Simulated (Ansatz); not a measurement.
C

The calculation's input:

```
crystal:
  lattice:
    - [4.1564222005, 0.0, 0.0]
    - [-2.0782111003, 3.5995672145, 0.0]
    - [0.0, 0.0, 4.9866556621]
  atoms:
    - { symbol: C, position: [0.0839665879, 0.718526549, 0.9523422388] }
    - { symbol: C, position: [0.281473451, 0.3654400389, 0.6190089054] }
    - { symbol: C, position: [0.6345599611, 0.9160334121, 0.2856755721] }
    - { symbol: C, position: [0.9160334121, 0.281473451, 0.4523422388] }
    - { symbol: C, position: [0.718526549, 0.6345599611, 0.1190089054] }
    - { symbol: C, position: [0.3654400389, 0.0839665879, 0.7856755721] }
    - { symbol: C, position: [0.0839665879, 0.3654400389, 0.8809910946] }
    - { symbol: C, position: [0.6345599611, 0.718526549, 0.5476577612] }
    - { symbol: C, position: [0.281473451, 0.9160334121, 0.2143244279] }
    - { symbol: C, position: [0.9160334121, 0.6345599611, 0.3809910946] }
    - { symbol: C, position: [0.3654400389, 0.281473451, 0.0476577612] }
    - { symbol: C, position: [0.718526549, 0.0839665879, 0.7143244279] }
basis:
  ecutwfc: 420
kpoints:
  mp_grid: { grid: [6, 6, 6] }
hamiltonian:
  xc: pbe
scf:
  occupations: { method: gaussian, width: 0.02 }
output:
  forces: true
  stress: true
  eigenvalues: true
  write_density: true
  write_potential: true
  elf: true
  volumetric_format: npy
relax:
  adjacent_minimum: "off"
  f_tol: 0.01
  max_steps: 80
  cell: { stress_tol: 0.05 }
```

Launched as:

```sh
ansatz run input.yaml --threads 1 --pin off --max-ram 2560MiB --backend cpu --events-out ev --progress --plain --runs-dir out
```

Below, planes, directions and counts refer to the conventional cell (a = 4.16 Å, b = 4.16 Å, c = 4.99 Å, α = 90.00°, β = 90.00°, γ = 120.00°).

The fields are those of the relaxed geometry.

Space group P6₅22; a structure generated by program, which may or may not match a known phase.

These are results of Ansatz, DFT PBE, scalar-relativistic, plane waves, PAW, not measurements.

What can the converged valence pseudo-density and electron localisation function tell about the bonding?

C–C (1.51 Å): ρ is about 1.7 e/Å³ halfway; the ELF peaks at about 0.95 between the atoms; localised, covalent bonding.

Does the calculation make it a metal, or give it a gap?

It is gapped, with a Kohn–Sham gap of 2.3 eV on the k-point mesh, an upper bound to the gap of this method.

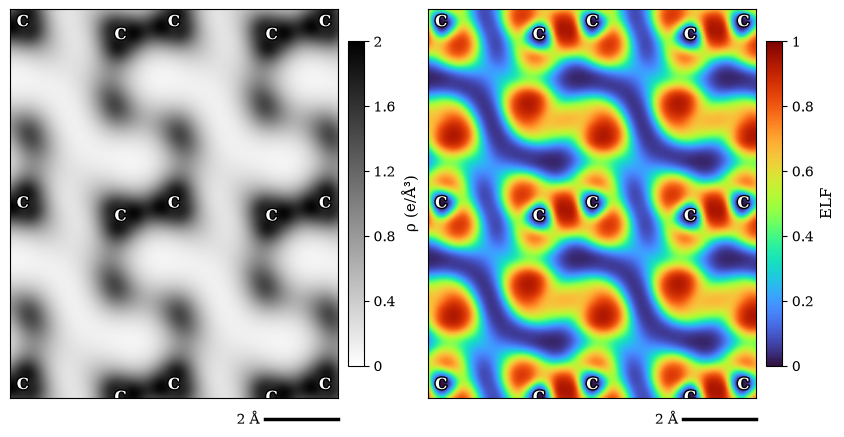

Computed valence pseudo-density and electron localisation function on the (100) plane of the conventional cell, in this order. Atoms just off the plane (C, 0.6 Å away) can leave unmarked features too.

In a PAW calculation such maps are meaningful between the atoms, not at the nuclei.
